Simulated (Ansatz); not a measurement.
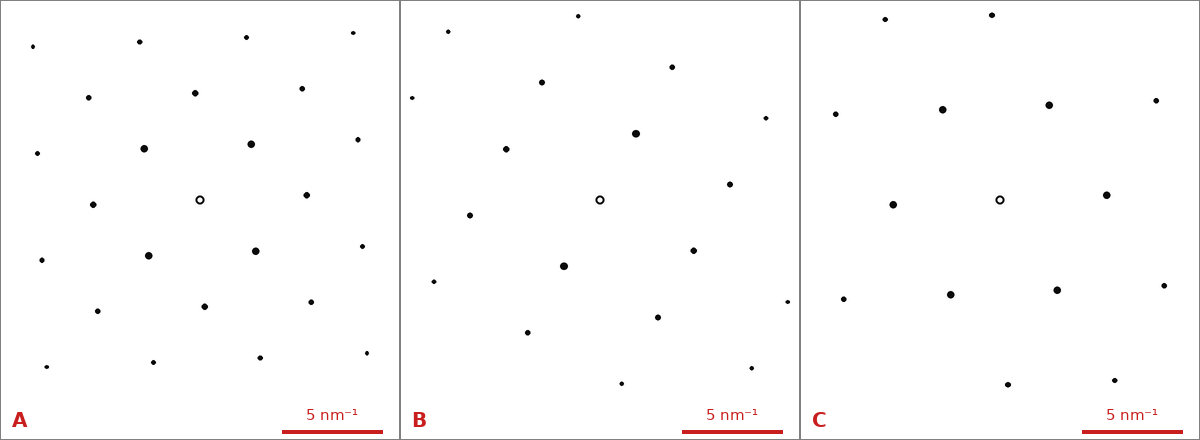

Kinematic zone-axis patterns, calculated for 200 keV electrons with B = 0.5 Å².

All three come from Ge, space group Pm-3m (No. 221), a = 2.647 Å. Structure: the geometry relaxed with DFT, LDA (PW92), plane waves (420 eV) with PAW, scalar-relativistic (Ansatz 0.2.0); the starting structure was generated, so it need not be a known form of this composition.

### Assign the zone axes [001], [110], [111] to A, B and C.

A is [001]: square net of 1 0 0 at d = 2.65 Å and 0 1 0 at d = 2.65 Å, at 90.0°. B is [110]: rectangular net of 0 0 1 at d = 2.65 Å and 1 -1 0 at d = 1.87 Å, at 90.0°. C is [111]: hexagonal net of -1 1 0 at d = 1.87 Å and -1 0 1 at d = 1.87 Å, at 60.0°.
